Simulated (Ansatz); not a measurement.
**TaC: single-point calculation**

The run: single-point calculation of TaC (Fm-3m, 2 atoms in the cell). Method and program: DFT PBEsol, scalar-relativistic, plane waves, PAW, no spin polarisation (Ansatz 0.2.0).

The structure derives from an entry of the Crystallography Open Database.

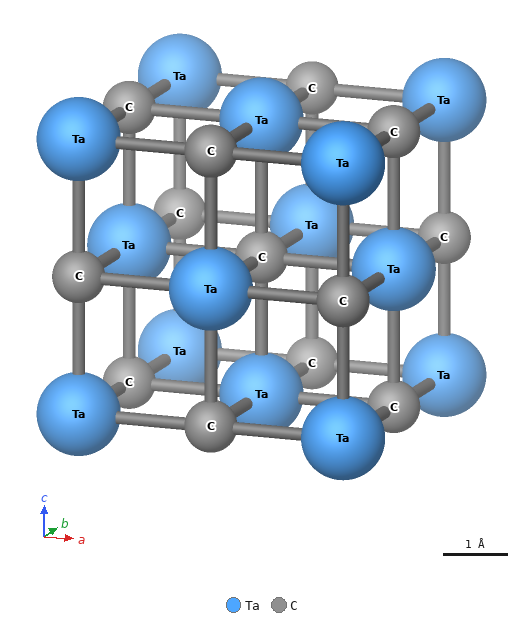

Figure 1. The input geometry (ball-and-stick view of the cell 4 times as large as that of the calculation, set on its symmetry axes, seen slightly off an axis). An atom can appear more than once, as a periodic image. Near neighbours in the periodic cell (some may lie outside the picture): Ta has 6 C at 2.23 Å; C has 6 Ta at 2.23 Å.

Input:
```yaml
crystal:
  lattice:
    - [0.0, 2.227, 2.227]
    - [2.227, 0.0, 2.227]
    - [2.227, 2.227, 0.0]
  atoms:
    - { symbol: Ta, position: [0.0, 0.0, 0.0] }
    - { symbol: C, position: [0.5, 0.5, 0.5] }
basis:
  ecutwfc: 420
kpoints:
  mp_grid: { grid: [8, 8, 8] }
hamiltonian:
  xc: pbesol
scf:
  occupations: { method: gaussian, width: 0.1 }
output:
  forces: true
  stress: true
  eigenvalues: true
```

Launch command:
```bash
ansatz run input.yaml --threads 2 --pin off --max-ram 5120MiB --backend cpu --events-out ev --progress --plain --runs-dir out
```

Log:
```
Engine: ansatz 0.2.0, aarch64-unknown-linux-gnu
Pseudopotentials: kind: paw
Pseudopotential: Ta, paw, valence charge 13, recommended cutoff 420 eV (normal), Ta.paw.azcp
Pseudopotential: C, paw, valence charge 4, recommended cutoff 420 eV (normal), C.paw.azcp
Functional definition: PBEsol
  exchange = pbesol_x
  correlation = pbesol_c
Crystal: 2 atoms, lattice volume = 22.090 Å³
Basis set: ecut = 420 eV, 411 PW (Γ), exchange–correlation on 48×48×48 points (8 copies of the dense FFT grid, shifted against one another)
Bands: 13, of which v1, the nominal top of the filled ones, is band 9 counted from 1 (8 counted from 0)
Symmetry: 48 space group operations
Space group: Fm-3m (ITA 225), of the structure as read, at distance tolerance 2.8e-5 Å
k-points: 29 of 512
Non-local potential: Ta, projectors of the file, l = 0: 3, l = 1: 2, l = 2: 2, l = 3: 1
Non-local potential: C, projectors of the file, l = 0: 2, l = 1: 2, l = 2: 1
PAW form: soft (Blöchl's): semilocal exchange-correlation on the pseudo side does not see the compensation charge
PAW frozen core: Ta, regenerated for the run's functional, and the local potential with it (the file was generated under x = pbe(κ = 0.804, μ = 0.2195149727645171), c = pbe(β = 0.06672455060314922))
PAW frozen core: C, regenerated for the run's functional, and the local potential with it (the file was generated under x = pbe(κ = 0.804, μ = 0.2195149727645171), c = pbe(β = 0.06672455060314922))
PAW one-centre angular grid: Ta, 590 points (default); XC on 64 Gauss nodes
PAW one-centre angular grid: C, 110 points (default); XC on 64 Gauss nodes
Initial density: superposition of atomic densities (neutral atoms: chi_scale 0, normalization atom), corrected by the library's trained network
Initial wavefunctions: pseudopotential atomic-orbital guess
Functional: x = pbesol(κ = 0.804, μ = 0.12345679012345678), c = pbesol(β = 0.046)
SCF iter   1: F=—  HF=-10054.543599 eV  |F-HF|=—  |Δ(HF+E_count)|=         —  Δρ=8.23e-3  dr2=1.77e-2  ethr=1.77e-3  ⟨swp⟩=5.6  Hψ=1965  notcnv=0
preconditioner: auto → none  [insulator: Δε(μ)=0.399 eV  Ē_g=10.298 eV  σ=0.100 eV  W_gap=0.83  n_scr=8 (ndim 8)  ℏωp=23.7 eV  f_vac=0.000  D(μ)=1.12/eV (n_scr^D=14)  ε∞_Penn≈6.3]
SCF iter   2: F=—  HF=-10054.539692 eV  |F-HF|=—  |Δ(HF+E_count)|=   3.91e-3  Δρ=2.88e-3  dr2=2.22e-3  ethr=1.04e-4  ⟨swp⟩=1.0  Hψ=610  notcnv=0
SCF iter   3: F=—  HF=-10054.539230 eV  |F-HF|=—  |Δ(HF+E_count)|=   4.63e-4  Δρ=4.21e-4  dr2=2.90e-5  ethr=1.31e-5  ⟨swp⟩=2.1  Hψ=456  notcnv=0
SCF iter   4: F=—  HF=-10054.539228 eV  |F-HF|=—  |Δ(HF+E_count)|=   1.24e-6  Δρ=5.99e-5  dr2=4.08e-7  ethr=1.70e-7  ⟨swp⟩=2.2  Hψ=480  notcnv=0
iter 5 did not close the SCF: its close was put off for the readings that it lacked (scf_convergence_deferred on its scf_iter line)
SCF iter   5: F=-10054.539228 eV  HF=-10054.539228 eV  |F-HF|=4.62e-10  |Δ(HF+E_count)|=   8.10e-8  Δρ=4.75e-6  dr2=2.07e-9  ethr=2.40e-9  ⟨swp⟩=2.4  Hψ=523  notcnv=0
SCF iter   6: F=-10054.539228 eV  HF=-10054.539228 eV  |F-HF|=7.82e-11  |Δ(HF+E_count)|=  5.44e-10  Δρ=6.31e-7  dr2=9.86e-11  ethr=1.22e-11  ⟨swp⟩=2.9  Hψ=1245  notcnv=0
SCF 1 converged in 6 iterations: F = -10054.539228 eV  dr2 = 9.86e-11
  greatest PAW one-centre occupation: 1.000 electrons in one spin orbital (limit 2), on the Ta atom at site 0 (counted from 0), in its partial waves of l = 0
SCF converged after 6 iterations
Free energy (F): -10054.539228 eV
Harris-Foulkes:  -10054.539228 eV  (|F-HF|=7.82e-11)
Internal energy: -10054.533984 eV  (E = F + TS)
E sigma→0 (E₀):  -10054.536606 eV
Entropy (-TS):   -0.005244 eV (-2.622 meV/atom)
Fermi energy:    20.080453 eV
--- Per-component energies (eV) ---
  E_band       = -66.068618
  E_kinetic    = 456.630430
  E_local      = -554.276382  (includes V_loc(G=0)·N_el)
  E_nonlocal   = 43.700348
  E_hartree    = 187.663753
  E_xc         = -266.265845
  E_vxc        = -265.203029  (∫ρ·V_xc dr)
  E_paw        = -8367.919912  (= ΣΔE_a)
  E_vpaw       = -122.247559  (= ΣTr[D̂ρ^β])
  E_aug_tail   = 0.000141  (compensation charges beyond the density's cutoff)
  E_ewald      = -1554.301263
  E_core_change = 0.234747  (= ΣΔE_core)
  E_smearing   = -0.005244  (= −TS)
  E_closure    = 0.000000  (closes the sum)
  Σ components = -10054.539228   (vs F -10054.539228, Δ=0.00e0)
--- Forces (eV/Å), atoms counted from 1 ---
  atom   1  Ta    -0.00000000     0.00000000     0.00000000
  atom   2  C      0.00000000    -0.00000000     0.00000000
  max |Σ_I F_I| component: 3.81e-30 eV/Å
--- Stress (GPa, compression-positive) ---
       -3.198090       0.000000       0.000000
       -0.000000      -3.198090      -0.000000
        0.000000       0.000000      -3.198090
  P = ⅓ Tr σ = -3.1981 GPa (-31.981 kbar)
--- Band table (eV; the first three rows and the last of 29) ---
  k-point 0: bands = ["-48.8080", "-15.0798", "-15.0798", "-15.0798", "5.1113", "18.5207", "18.5207", "18.5207", "19.4322", "19.4322", "19.4322", "20.5244", "20.5244"]
  k-point 1: bands = ["-48.8012", "-15.1918", "-15.0911", "-15.0911", "5.5452", "16.9099", "17.4232", "17.4232", "19.1945", "19.1945", "20.1896", "22.7253", "22.7253"]
  k-point 2: bands = ["-48.7846", "-15.4533", "-15.1181", "-15.1181", "6.7206", "14.6536", "15.7843", "15.7843", "20.2948", "20.2948", "20.9051", "25.6734", "25.6734"]
  k-point 28: bands = ["-48.7453", "-15.5312", "-15.5312", "-15.3433", "8.1280", "14.5899", "14.8806", "14.8806", "21.4980", "21.4980", "23.9990", "24.8386", "26.3054"]
```

Results in brief:

- outcome: converged
- space group (tolerance 0.01 Å): Fm-3m (225)
- electrons treated: 17
- free energy: −10054.5392 eV
- Fermi energy: 20.080 eV
- gap on the k-point mesh: none (metallic)
- pressure: −3.20 GPa
- largest force (length of the vector): under 0.001 eV/Å
- hardware: 2 threads of Arm Neoverse V1, 24 GiB of memory available, shared host
- wall time: 0.61 s (CPU time 1 s)
- peak memory: 0.27 GiB

Remarks:

Spin–orbit coupling is left out, which matters for Ta.
